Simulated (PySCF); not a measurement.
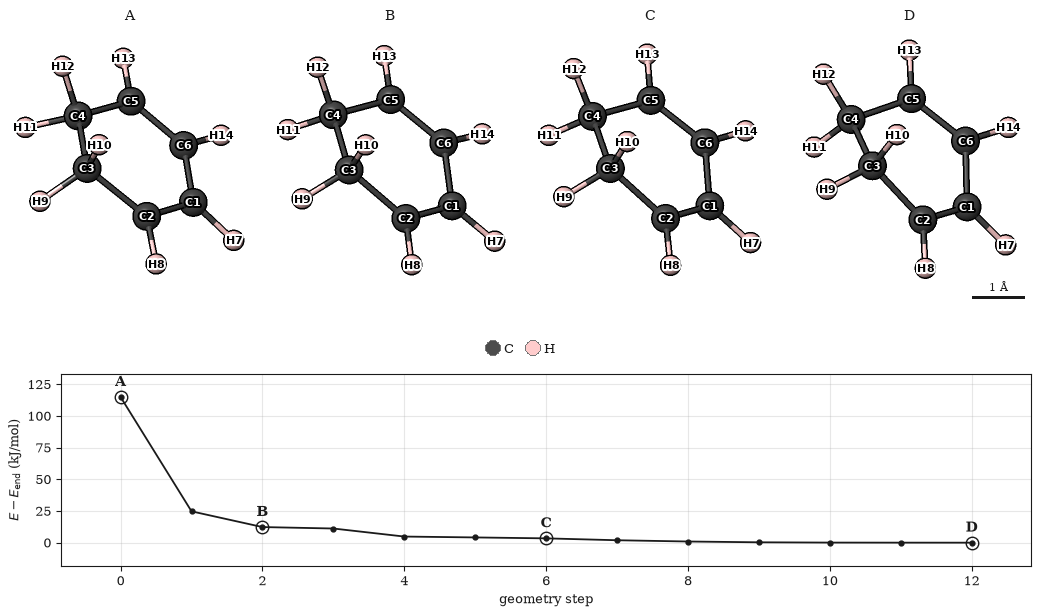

Frames of a relaxation of C₆H₈, marked on the history of the run. A ball-and-stick model, seen from a free direction.

The start comes from MMFF94s. Its atoms were then displaced at random by about 0.03 Å.

The calculation used PBE0-D3(BJ)/def2-SVP geometry optimisation, gas phase (PySCF 2.14.0, density-fitted response routines). 

### Describe the path.

The largest move after the best rigid fit is that of H9, 0.47 Å. Largest moves by element: H 0.47 Å, C 0.15 Å. Among the contacts that change: C1–C6 1.350 → 1.463 Å, C1–C2 1.441 → 1.344 Å, C4–C5 1.418 → 1.503 Å, C3–H10 1.026 → 1.109 Å. Among the angles between lasting bonds that change: C3–C4–C5 122.5° → 111.9°, H11–C4–H12 97.8° → 105.8°, H9–C3–H10 113.0° → 105.8°. Groups turn about C3–C4 by about 30°. Over 12 geometry steps the energy falls by 114.9 kJ/mol. Cost: 94 s on 1 thread of Intel(R) Xeon(R) Platinum 8259CL CPU @ 2.50GHz (shared host). From step 0 to 2: H9 moves most (0.13 Å), energy −102.6 kJ/mol. From step 2 to 6: H atoms move most (0.11 Å), energy −8.92 kJ/mol. From step 6 to 12: H atoms move most (0.26 Å), energy −3.40 kJ/mol.

```
step  E − E(0), kJ/mol
   0              0.00
   1            -90.19
   2           -102.61
   3           -103.75
   4           -110.10
   5           -110.79
   6           -111.52
   7           -113.01
   8           -114.00
   9           -114.63
  10           -114.86
  11           -114.91
  12           -114.93
```
